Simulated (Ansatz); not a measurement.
System: Si16C17 (cell charge +3, with a compensating background) (cell with a defect).

Input

```
crystal:
  lattice:
    - [-4.3797259441, -4.3797259441, 4.3797259441]
    - [4.3797259441, 4.3797259441, 4.3797259441]
    - [-4.3797259441, 4.3797259441, -4.3797259441]
  atoms:
    - { symbol: Si, position: [0.0074003049, 0.265372469, 0.000470957] }
    - { symbol: Si, position: [0.2355575717, 0.2465021732, 0.7393665022] }
    - { symbol: Si, position: [0.0303950857, 0.5180604778, 0.7490071615], spin: 0.091 }
    - { symbol: Si, position: [0.5148629001, 0.2656453112, 0.5153440641] }
    - { symbol: Si, position: [0.2572579139, 0.5080243651, 0.5005114022] }
    - { symbol: Si, position: [-0.0002634178, 0.7505395314, 0.4854493508] }
    - { symbol: Si, position: [0.7568605788, 0.2473348618, 0.2615949928] }
    - { symbol: Si, position: [0.4965386168, 0.5076181495, 0.2615897452] }
    - { symbol: Si, position: [0.2804169672, 0.7705351997, 0.2509120286], spin: 0.091 }
    - { symbol: Si, position: [0.0154552027, 0.0264052947, 0.2530536668], spin: 0.091 }
    - { symbol: Si, position: [0.6650182666, 0.4141756871, 0.001593614], spin: 0.091 }
    - { symbol: Si, position: [0.5145899833, 0.7582262396, 0.0004721299] }
    - { symbol: Si, position: [0.2618415338, 0.0121264277, -0.0022827174], spin: 0.091 }
    - { symbol: Si, position: [0.7715820499, 0.7808690356, 0.7526138629], spin: 0.091 }
    - { symbol: Si, position: [0.4957012858, -0.0136606875, 0.7393378543] }
    - { symbol: Si, position: [0.7572081196, 0.0080095714, 0.5004446773] }
    - { symbol: C, position: [0.2506658438, 0.5147606125, 0.2538277254] }
    - { symbol: C, position: [0.4701630942, 0.4944727125, 0.0005497546] }
    - { symbol: C, position: [0.269621617, 0.7713100628, 0.0021410372], spin: 0.091 }
    - { symbol: C, position: [0.789815173, 0.5415381524, 0.7734995267], spin: 0.091 }
    - { symbol: C, position: [0.510684001, 0.7482133929, 0.7471241889] }
    - { symbol: C, position: [0.2513220839, 0.0021132127, 0.7406239221] }
    - { symbol: C, position: [0.0064997994, 0.5062453746, 0.4943297211] }
    - { symbol: C, position: [0.7554371259, 0.7572969544, 0.4942763818] }
    - { symbol: C, position: [0.5125637301, 0.0124078724, 0.5065367556] }
    - { symbol: C, position: [0.2616952278, 0.263443476, 0.5066176788] }
    - { symbol: C, position: [0.0145547321, 0.7700297995, 0.2242191744], spin: 0.091 }
    - { symbol: C, position: [0.7640290501, 0.0014794365, 0.2538424412] }
    - { symbol: C, position: [0.5111105889, 0.2618890379, 0.2600685833] }
    - { symbol: C, position: [0.0177064097, 0.0232184313, 0.0045240145], spin: 0.091 }
    - { symbol: C, position: [0.7436508041, 0.2208883585, 0.0005434911] }
    - { symbol: C, position: [-0.0026042982, 0.2614509464, 0.7471373931] }
    - { symbol: C, position: [-0.1479514517, 0.604216694, -0.0022163065], spin: 0.091 }
  host:
    lattice:
      - [0.0, 2.189862972, 2.189862972]
      - [2.189862972, 0.0, 2.189862972]
      - [2.189862972, 2.189862972, 0.0]
    atoms:
      - { symbol: Si, position: [0.25, 0.25, 0.25] }
      - { symbol: C, position: [0.0, 0.0, 0.0] }
total_charge: 3
basis:
  ecutwfc: 420
  xc_grid: 2
kpoints:
  mp_grid: { grid: [2, 2, 2], shift: [0.5, 0.5, 0.5] }
hamiltonian:
  xc: pbe
scf:
  occupations: { method: gaussian, width: 0.01 }
output:
  forces: true
  stress: false
  eigenvalues: true
  populations: true
  charged_corrections:
    defect_position: [0.0, 0.75, 0.0]
    epsilon: [[10.3878, 0.0, 0.0], [0.0, 10.3878, 0.0], [0.0, 0.0, 10.3878]]
  write_density: true
  write_potential: true
  elf: true
  volumetric_format: npy
magnetization:
  spin_polarized: true
relax:
  adjacent_minimum: "off"
  f_tol: 0.025
  max_steps: 45
```

Run with:

```sh
ansatz run input.yaml --threads 4 --pin off --max-ram 10240MiB --backend cpu --events-out ev --progress --plain --runs-dir out
```

The fields are those of the run's last geometry, not of the input's.

Spin-polarised.

Theory: DFT PBE, scalar-relativistic, plane waves, PAW in Ansatz 0.2.0.

> What can the converged valence pseudo-density and electron localisation function tell about the bonding?

Si–C (1.88 Å): the density is about 0.88 e/Å³ at the midpoint; the ELF peaks at about 0.95 between the atoms; localised, covalent bonding.
Si–C (1.88 Å): ρ at the midpoint is about 0.88 e/Å³; the ELF peaks at about 0.95 between the atoms, as expected for localised, covalent bonding.

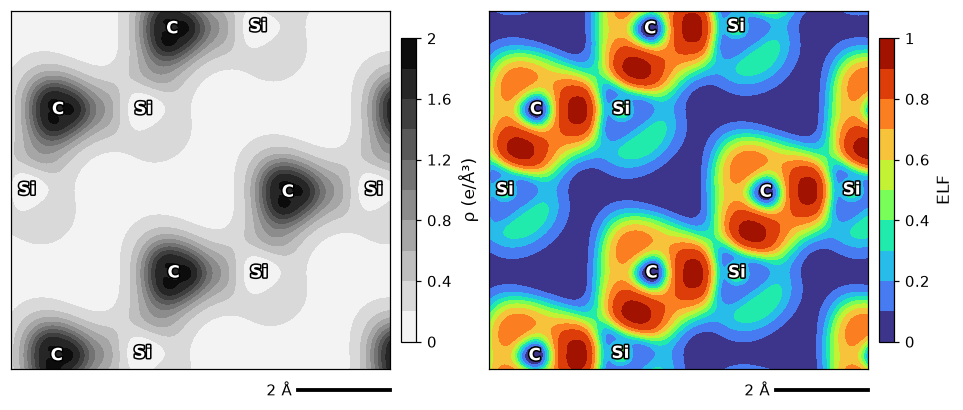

Computed valence pseudo-density and electron localisation function on the (11̄0) plane of the calculation cell, in this order. 

The density is the valence pseudo-density of a PAW calculation; it isn't the true density close to the nuclei.
